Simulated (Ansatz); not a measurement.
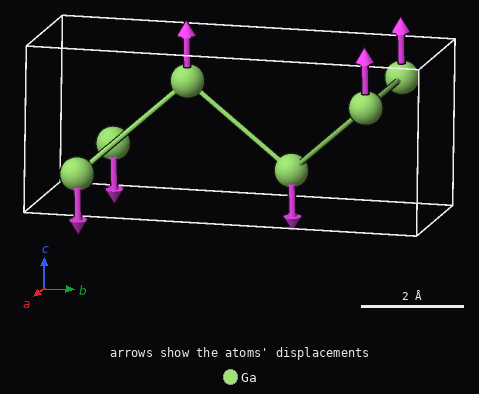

Normal modes of solid Ga at 1.02 times its rest volume, space group C2/c (No. 15), at the zone centre. The optical levels lie at 45, 117, 185 cm⁻¹. One mode is drawn. The pink arrows are the displacements of the atoms (eigenvector over the root of the mass), of arbitrary overall length and sign. A ball-and-stick model of the conventional cell (2 times the calculation's cell), seen slightly off an axis. Lengths and directions refer to the drawn axes.

The calculation used Ansatz, DFT PBEsol, scalar-relativistic, plane waves, PAW. Set-up: plane-wave cutoff 420 eV; k-point mesh 16 × 16 × 12; occupations fermi dirac; smearing width 0.15 eV; no spin polarisation.

The frequencies depend somewhat on the k-mesh and the smearing.

To which level does it belong?

The level at 117 cm⁻¹. This is the B_g mode, optical level 2 of 3, counted from below, Raman-active by symmetry. All motion is roughly along c; atoms of one kind move against one another, with no net shift of their sublattice.
